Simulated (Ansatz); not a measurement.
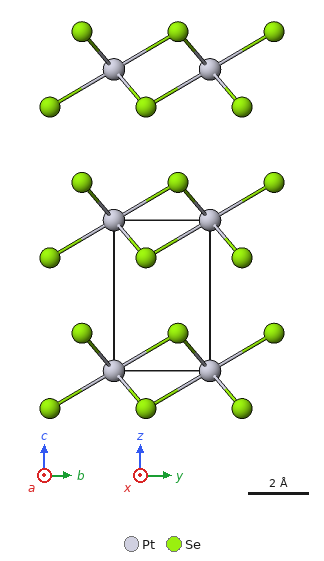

A scan of crystalline PtSe$_{2}$ (P-3m1): the ratio of the cell's length along z to its lengths across, counted as 1 for the reference, is changed at fixed volume (a c/a path), with the atoms kept at their fractional coordinates. x, y and z are the Cartesian axes of the input. The picture shows the reference cell. The picture is a ball-and-stick view of the cell of the calculation, repeated 2 × 1 × 2 with one cell outlined, seen along the a axis.

These are results of DFT PBEsol+D3(BJ), scalar-relativistic, plane waves, PAW (Ansatz), not measurements. Settings: plane-wave cutoff 420 eV; k-point mesh 18 × 18 × 10; occupations gaussian; smearing width 0.15 eV; no spin polarisation. Energies (free energies at the smearing named) are counted from the cell as listed in its source, which wasn't relaxed.

```xyz
3
Lattice="3.7240 0.0000 0.0000 -1.8620 3.2251 0.0000 0.0000 0.0000 5.0620" Properties=species:S:1:pos:R:3 pbc="T T T"
Pt    0.0000    0.0000    0.0000
Se    0.0000    2.1501    1.2655
Se    1.8620    1.0750    3.7965
```

Q: What energies does the calculation give (the relative ratio: 0.80, 0.85, 0.92, 0.96, 1.00, 1.05, 1.10, 1.20)?

A:
```csv
axial ratio over its reference value,E − E(ref) (meV/atom)
0.80,96.6
0.85,45.3
0.92,6.2
0.96,−1.4
1.00,0.0
1.05,12.4
1.10,34.5
1.20,100.1
```

Of the computed points the lowest is at the relative ratio 0.96, −1.4 meV/atom. The end points stand at 96.6 meV/atom (0.80) and 100.1 meV/atom (1.20). The unrelaxed reference is under a pressure of −1.4 GPa. The distortion keeps the space group P-3m1. At the relative ratio 0.80 the cell of the drawing goes a 3.724 → 4.012 Å, b 3.724 → 4.012 Å, c 5.062 → 4.362 Å.

As a plot:

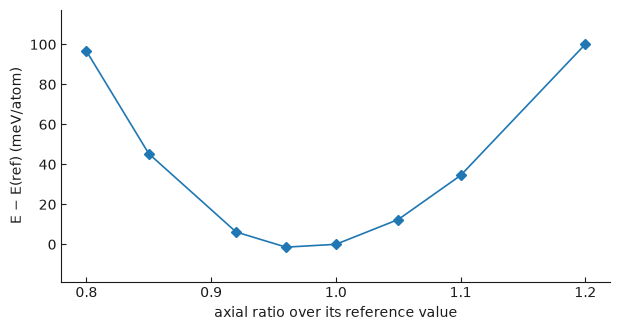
